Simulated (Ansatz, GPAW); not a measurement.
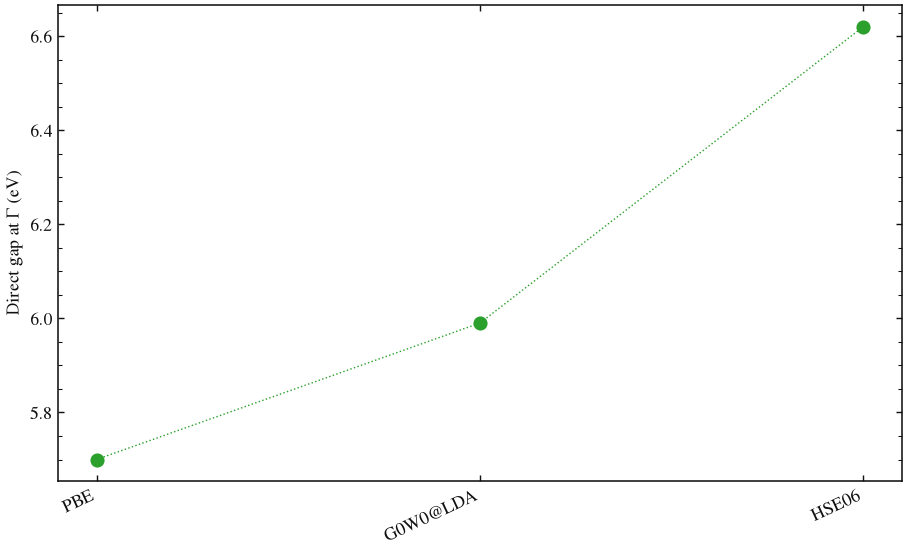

Direct gap at Γ, by several methods on one cell of rocksalt SnTe, space group Fm-3m, 2 atoms in the primitive cell, volume scaled by a factor 0.96; cubic a = 6.217 Å. All runs are without spin-orbit coupling and carry no moments. The cell is at 4 GPa in PBE. The smallest gap is indirect or lies off these points.

How do the methods rank at Γ?

From low to high: PBE 5.70, G0W0@LDA 5.99, HSE06 6.62 eV.

```
  method  program  Γ (eV)
     PBE   Ansatz    5.70
G0W0@LDA     GPAW    5.99
   HSE06   Ansatz    6.62
```

Settings. PBE: Ansatz PAW, 7×7×7 k mesh, 420 eV cutoff, Fermi-Dirac smearing of 0.05 eV (Ansatz). G0W0@LDA: LDA, the program's PAW data sets (release 1.2.1) made for this functional, 4×4×4 k mesh, 500 eV cutoff, Fermi-Dirac smearing of 0.001 eV (GPAW 26.7.0), G0W0 with response cutoff 150 eV, frequency model plasmon pole and response bands 250, extrapolated in the response cutoff. HSE06: Ansatz PAW, 4×4×4 k mesh, 420 eV cutoff, Fermi-Dirac smearing of 0.05 eV (Ansatz).

These are three of the 21 methods that were run on this cell. Runs that lie over 0.07 eV from the median of the programs for their method weren't drawn. The runs come from different programs and meshes, which adds differences of its own. Spin-orbit coupling is left out, which matters for Te and Sn. LDA, GGA and most meta-GGA functionals understate gaps. G0W0@LDA: the k mesh is coarse, so the values aren't converged. G0W0@LDA: the quasiparticle gap is taken among the few k points that were corrected. G0W0@LDA: the long-wavelength limit can be off by a per cent or two. HSE06: the k mesh is coarse, so the values aren't converged, least of all with exact exchange. HSE06: the PAW data sets were made with another functional. Over all k points computed the smallest gap is 0.64 eV in PBE, 0.26 eV in G0W0@LDA and 0.13 eV in HSE06, and such a mesh can miss a smaller one.
